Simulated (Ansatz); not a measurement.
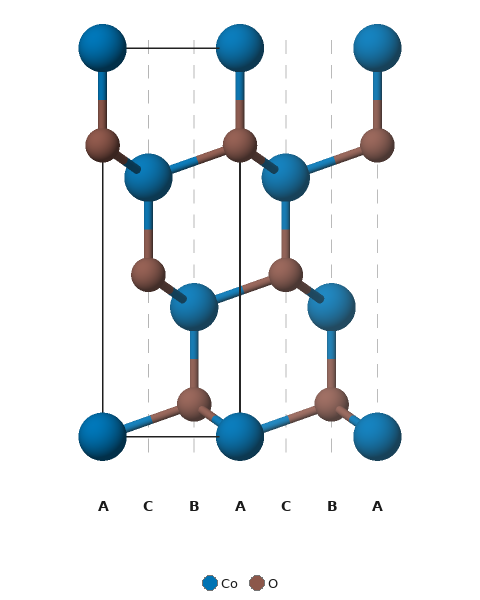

The picture looks along a close-packed row of the hexagonal mesh; [111] points upwards. The dashed lines mark the three columns A (0, 0), B (1/3, 2/3) and C (2/3, 1/3). The box is the hexagonal cell of the face-centred cubic lattice. The sequence starts with the first layer at or above the cell's origin.

The compound is CoO, taken as the input geometry of an electronic-structure calculation (not necessarily at equilibrium); the starting structure was generated, so it need not be a known form of this composition.

**List the layers of one repeat.**

Co(A) – O(B) – Co(B) – O(C) – Co(C) – O(A) (six layers in 7.79 Å).

**How are the O layers alone stacked?**

O layers alone: BCA, the cubic close-packed type.

**Which positions between or in the O layers do the other atoms fill?**

Co: three tetrahedral sites in each hexagonal cell.

**What short polytype symbol fits?**

Polytype symbol 3C, the symbol of a tetrahedral polytype (number of double layers in the repeat and lattice).
